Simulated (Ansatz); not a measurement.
System: SrTiO$_{3}$.

The calculation's input:

```
crystal:
  lattice:
    - [3.8967220947, 0.0, 0.0]
    - [0.0, 3.8967220947, 0.0]
    - [0.0, 0.0, 3.8967220947]
  atoms:
    - { symbol: Sr, position: [0.0, 0.0, 0.0] }
    - { symbol: Ti, position: [0.5, 0.5, 0.5] }
    - { symbol: O, position: [0.0, 0.5, 0.5] }
    - { symbol: O, position: [0.5, 0.0, 0.5] }
    - { symbol: O, position: [0.5, 0.5, 0.0] }
basis:
  ecutwfc: 420
kpoints:
  mp_grid: { grid: [8, 8, 8] }
hamiltonian:
  xc: pbe
scf:
  occupations: { method: gaussian, width: 0.02 }
output:
  forces: true
  stress: true
  eigenvalues: true
  write_density: true
  write_potential: true
  elf: true
  volumetric_format: npy
```

Run with:

```sh
ansatz run input.yaml --threads 1 --pin off --max-ram 2560MiB --backend cpu --events-out ev --progress --plain --runs-dir out
```

Below, planes, directions and counts refer to the conventional cell (a = 3.90 Å, b = 3.90 Å, c = 3.90 Å, α = 90.00°, β = 90.00°, γ = 90.00°).

Space group Pm-3m; a structure generated by program, which may or may not match a known phase; changed on purpose from its base cell (volume × 0.97); computed pressure about 6 GPa in this cell; computed without spin polarisation.

Level of theory: DFT PBE, scalar-relativistic, plane waves, PAW (Ansatz).

Predict the valence pseudo-density and electron localisation function between the atoms.

Answer. Ti–O (1.95 Å): the density is about 0.72 e/Å³ at the midpoint; the ELF peaks at about 0.85 in the valence shell of O, 0.6 Å from its nucleus, and is about 0.20 at the midpoint: no localised pair shows between them.
Sr–O (2.76 Å): ρ is about 0.15 e/Å³ halfway; the ELF is about 0.05 at the midpoint: a closed-shell, largely ionic contact.

Does the calculation make it a metal, or give it a gap?

Answer. It is gapped, with a Kohn–Sham gap of 1.9 eV on the k-point mesh, an upper bound to the gap of this method.

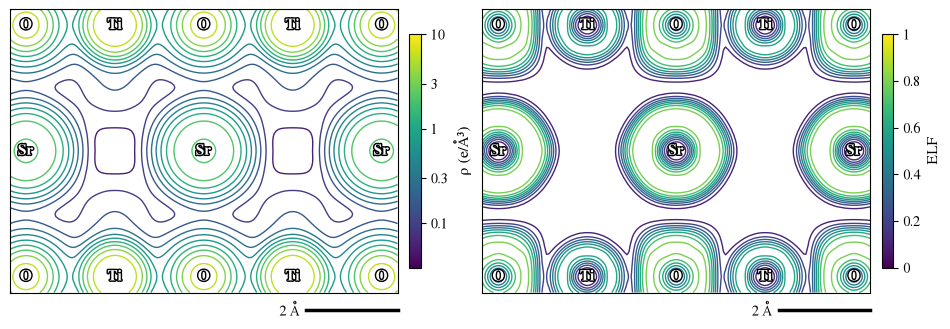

Computed valence pseudo-density and electron localisation function on the (11̄0) plane of the conventional cell, in this order. 
